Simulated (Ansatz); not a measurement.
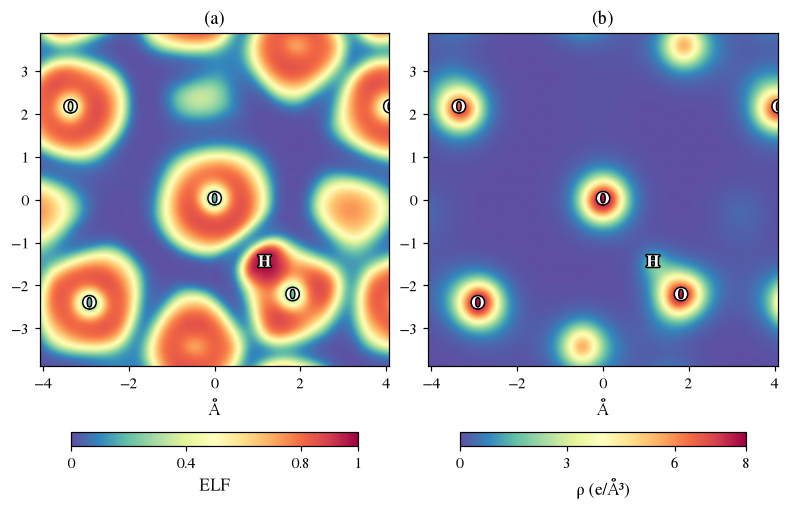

The picture shows: Si$_{9}$HO$_{18}$ (cell charge +1, with a compensating background) (cell with a defect). (a) ELF; (b) valence electron density on the (001) plane of the calculation cell.

Theory: DFT PBE, scalar-relativistic, plane waves, PAW (Ansatz 0.2.0).

Core electrons are frozen (PAW), and the valence fields are smoothed inside the atomic spheres.

```yaml
crystal:
  lattice:
    - [5.01843, 0.00000, -5.50950]
    - [-2.50922, -4.34609, -5.50950]
    - [-2.50922, 4.34609, -5.50950]
  atoms:
    - { symbol: Si, position: [0.06595, 0.07703, 0.53681] }
    - { symbol: Si, position: [0.73370, 0.72611, 0.21347] }
    - { symbol: Si, position: [0.37192, 0.37937, 0.89489] }
    - { symbol: Si, position: [0.51884, 0.97925, 0.51378] }
    - { symbol: Si, position: [0.17469, 0.63532, 0.18371] }
    - { symbol: Si, position: [0.81284, 0.32446, 0.84185] }
    - { symbol: Si, position: [0.43793, 0.93559, 0.95768] }
    - { symbol: Si, position: [0.08103, 0.63733, 0.62177] }
    - { symbol: Si, position: [0.76638, 0.28674, 0.28556] }
    - { symbol: O, position: [0.33628, 0.16669, 0.92978] }
    - { symbol: O, position: [0.00372, 0.86795, 0.60772] }
    - { symbol: O, position: [0.67623, 0.51835, 0.27158] }
    - { symbol: O, position: [0.52352, 0.87605, 0.74506] }
    - { symbol: O, position: [0.14275, 0.57141, 0.42117] }
    - { symbol: O, position: [0.81649, 0.24957, 0.06746] }
    - { symbol: O, position: [0.60309, 0.37684, 0.79504] }
    - { symbol: O, position: [0.30160, 0.03616, 0.47784] }
    - { symbol: O, position: [0.96702, 0.70153, 0.12538] }
    - { symbol: O, position: [0.60406, 0.17251, 0.43737] }
    - { symbol: O, position: [0.27661, 0.81737, 0.09799] }
    - { symbol: O, position: [0.86624, 0.55756, 0.75438] }
    - { symbol: O, position: [0.98284, 0.18643, 0.71638] }
    - { symbol: O, position: [0.66452, 0.80866, 0.40802] }
    - { symbol: O, position: [0.31171, 0.44838, 0.09640] }
    - { symbol: O, position: [0.97019, 0.21175, 0.35556] }
    - { symbol: O, position: [0.62693, 0.88002, 0.04601] }
    - { symbol: O, position: [0.24179, 0.53230, 0.74571] }
    - { symbol: H, position: [0.74541, 0.66797, 0.74747] }
```

**What does the map show?**

- The section cuts through O and H sites.
- Atoms just off the plane (Si, 0.7 Å away and O, 0.3 Å away) can leave unmarked features too.
- O–H (1.01 Å): the density is about 3.6 e/Å³ at the midpoint; the ELF climbs to about 1 towards the hydrogen, as it does in any bond to H; a covalent bond by its length.
- Between the atoms the lowest density in this plane is 0.006 e/Å³.
- The ELF also peaks beside O, away from the bonds: lone-pair regions.

**Metal or insulator at this level of theory?**

It is gapped, with a Kohn–Sham gap of 6.0 eV on the k-point mesh, an upper bound to the gap of this method.
